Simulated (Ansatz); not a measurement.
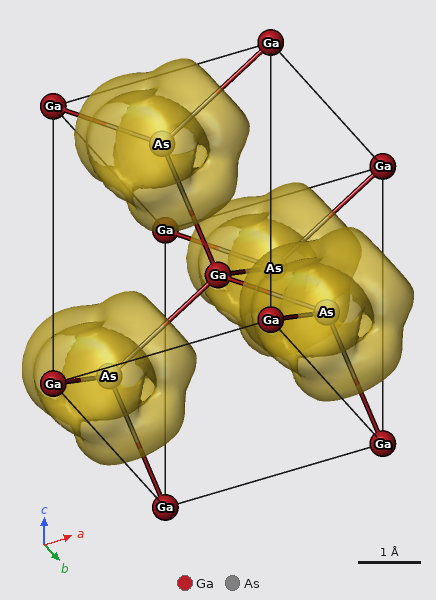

The picture shows: GaAs. Isosurface of the electron localisation function at 0.6 (yellow), seen at an oblique angle. Core shells and regions of very low density are left out. Sticks mark near contacts.

Space group I-4m2; started from the zincblende prototype, which need not be the ambient phase; changed on purpose from its base cell (uniaxial z strain -2.5%); computed pressure about 3 GPa in this cell.

All numbers below come from DFT, HSE06, plane waves, PAW in Ansatz 0.2.0.

**Describe the localisation domains.**

The surface consists of two regions on As in which the atom's valence shell and bonds are merged, counted in one cell of 4 atoms. Regions shared between cells count once. Along the contacts the grid gives the following. Ga–As (2.43 Å): the ELF peaks at about 0.80 between the atoms; localised, covalent bonding.
